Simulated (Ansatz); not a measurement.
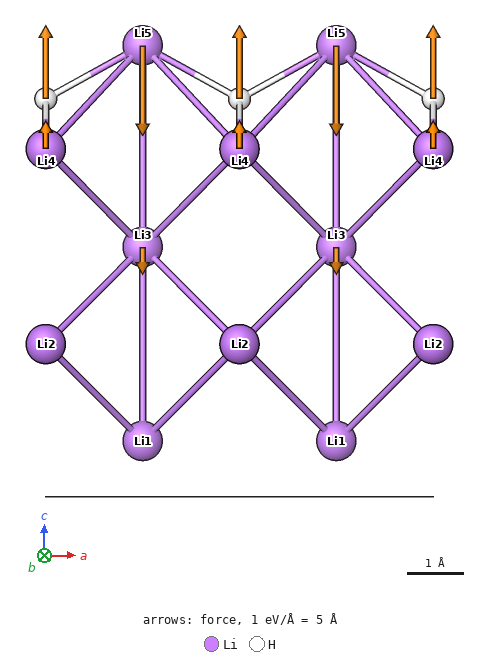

Starting geometry of a slab of composition Li$_{5}$H (cut from the Im-3m phase) with the computed forces as orange arrows. A ball-and-stick model of the 2 × 2 repeat of the cell, outlined in the plane, without the vacuum, seen along the b axis.

Case: H put at a bridge Li-Li site. The slab is the (1 0 0) face of Li with H on it. 2 atoms are held fixed.

Theory: DFT r2SCAN, scalar-relativistic, plane waves, PAW in Ansatz. Set-up: plane-wave cutoff 500 eV; k-point mesh 8 × 8 × 1; occupations gaussian; smearing width 0.1 eV; no spin polarisation; dipole correction; atoms relaxed in a fixed cell; force threshold 0.03 eV/Å; at most 70 steps.

What follows when this structure is relaxed?

Answer. It isn't relaxed: the largest force vector, on a Li atom, is 0.33 eV/Å. The atoms end up moving mostly along the starting forces (cosine between the two patterns 0.96). The atom that moves furthest is a Li atom (0.45 Å along the normal (−c)). By element the largest moves are Li 0.45 Å, H 0.28 Å. The cell stays as it was. Among the contacts that change: Li–Li 3.618 → 3.283 Å, Li–Li 3.083 → 2.840 Å, H–Li 1.986 → 1.754 Å, H–Li 1.958 → 2.107 Å. Among the angles between lasting bonds that change: Li–H–Li 122.2° → 164.8°, H–Li–H 122.2° → 164.8°, Li–Li–H 101.6° → 122.7°. After 4 geometry steps the energy has fallen by 0.105 eV per cell of the calculation. Largest force component: 0.33 eV/Å at the start, 0.0053 eV/Å at the end. The run took of the order of 5 core-minutes on a shared host.

Limits of the set-up: the periodic images lie only 3.5 Å apart, so the values are limited by the cell's size.
